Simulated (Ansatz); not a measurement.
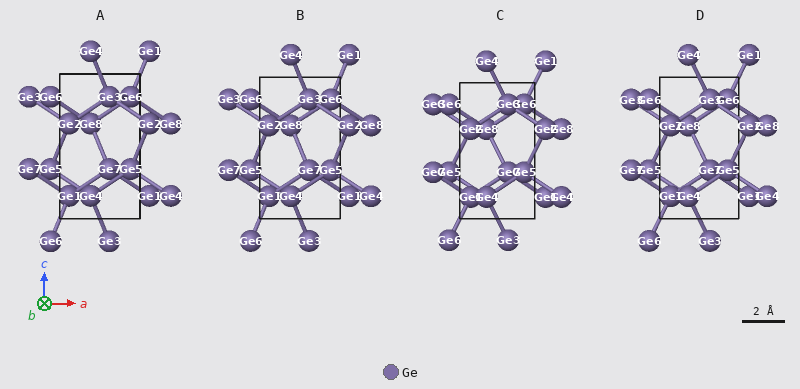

4 geometries from one relaxation of solid Ge (a generated structure, set up in Pccn) (coarse preliminary run), in shuffled order. The picture is a ball-and-stick view of the cell of the calculation, seen along the b axis.

All numbers below come from Ansatz 0.2.0, DFT PBE, scalar-relativistic, plane waves, PAW. (plane-wave cutoff 420 eV; k-point mesh 6 × 4 × 4; occupations gaussian; smearing width 0.1 eV; no spin polarisation; cell and atoms relaxed; force threshold 0.04 eV/Å; at most 70 steps)

> Order the frames from highest to lowest energy.

C, D, B, A. They are steps 0, 1, 2, 5, at +173 meV per atom, +23.0 meV per atom, +10.2 meV per atom relative to the last. The largest moves relative to the cell, 0.11 Å, are those of 8 atoms (Ge1, Ge2, Ge3, Ge4 and others). Ge3 goes roughly along [−3 1 0]. The drawn cell changes as follows: a 3.652 → 3.905 Å (+6.9 %), b 6.272 → 6.496 Å (+3.6 %), c 6.611 → 7.042 Å (+6.5 %); the volume changes by +18.0 %. Near-neighbour distances that change, for instance: Ge1–Ge7 2.324 → 2.511 Å, Ge1–Ge4 2.471 → 2.585 Å, Ge1–Ge6 2.481 → 2.550 Å. Bond angles that change, for instance: Ge4–Ge1–Ge7 124.7° → 129.6°, Ge6–Ge1–Ge7 131.6° → 127.3°, Ge4–Ge1–Ge7 94.4° → 90.4°. The space group stays Pccn (No. 56). The energy falls by 173 meV per atom in 4 accepted moves (5 points after the start). Largest force component: 1.1 eV/Å at the start, 0.0088 eV/Å at the end. Pressure: 15.70 GPa at the start and 0.15 GPa at the end. At 1 point the geometry stayed and the basis and grid were re-selected for the new cell (energy shift of 1.7 meV per atom at most each time).
